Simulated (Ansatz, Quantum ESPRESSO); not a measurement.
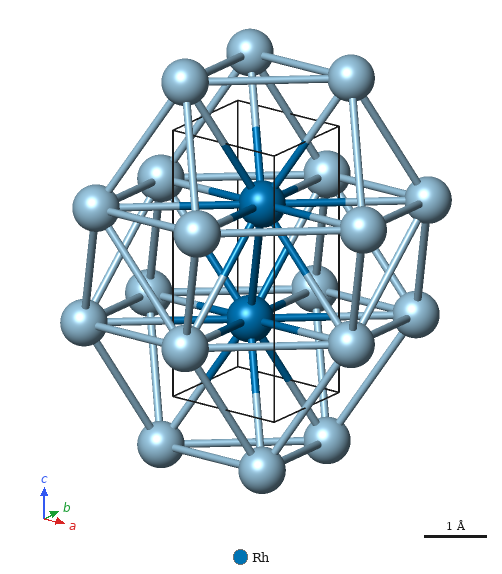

Rh, hexagonal close-packed (Mg type), space group P6₃/mmc (No. 194), a = 2.731 Å, b = 2.731 Å, c = 4.428 Å, α = 90.00°, β = 90.00°, γ = 120.00° (14.30 Å³/atom). Figure: ball-and-stick view slightly off an axis. The lines enclose the conventional unit cell; boundary atoms appear with their images. Bonded neighbours in the next cells are drawn too, in fainter colours. The cell is a structure listed in the Materials Project. This isn't the form of Rh at room conditions, which is fcc.

The cell was scaled uniformly, at fixed shape and fractional positions, in three programs or potential sets. Alike in all runs: functional PBE; k mesh 11 × 11 × 6 on the run's cell of 2 atoms; occupations fermi-dirac, width 0.05 eV; no spin polarisation; no spin-orbit coupling.

Energies from Quantum ESPRESSO (SSSP 1.3 efficiency):

| volume (Å³/atom) | E − E(lowest point) (meV/atom) |
| --- | --- |
| 13.444 | 27.10 |
| 13.730 | 8.13 |
| 14.016 | 0.00 |
| 14.302 | 1.48 |
| 14.588 | 11.45 |
| 14.874 | 28.87 |
| 15.160 | 52.91 |

**Fit a third-order Birch-Murnaghan equation of state to these points.**

V0 = 14.11 Å³/atom, B0 = 254 GPa and B0′ = 5.1. V0 lies 1.3 % below the volume of the cell as given.

The same fit in all programs:

| program | V0 (Å³/atom) | B0 (GPa) | B0′ |
| --- | --- | --- | --- |
| Quantum ESPRESSO (SSSP 1.3 efficiency) | 14.11 | 254 | 5.1 |
| Ansatz (Ansatz PAW soft_1) | 14.10 | 254 | 5.2 |
| Ansatz LAPW (all-electron) | ? | ? | ? |

**What does Ansatz LAPW (all-electron) give?**

V0 = 14.10 Å³/atom, B0 = 255 GPa and B0′ = 5.2. The other rows span 14.10 to 14.11 Å³/atom and 254 to 254 GPa.

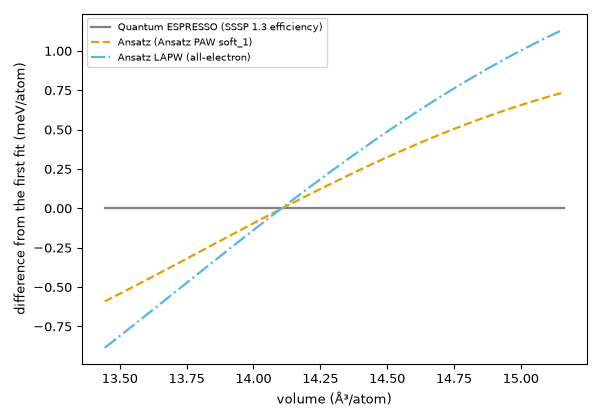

Each fitted curve, counted from its own minimum, less that of Quantum ESPRESSO (SSSP 1.3 efficiency). With one functional throughout, the spread comes from potentials, basis sets and numerical settings; B0′ is uncertain by a few tenths over so narrow a range.

Caveat: the cell was scaled at fixed shape and fractional positions, which overstates the stiffness of a crystal with free parameters, most of all of layers and chains.
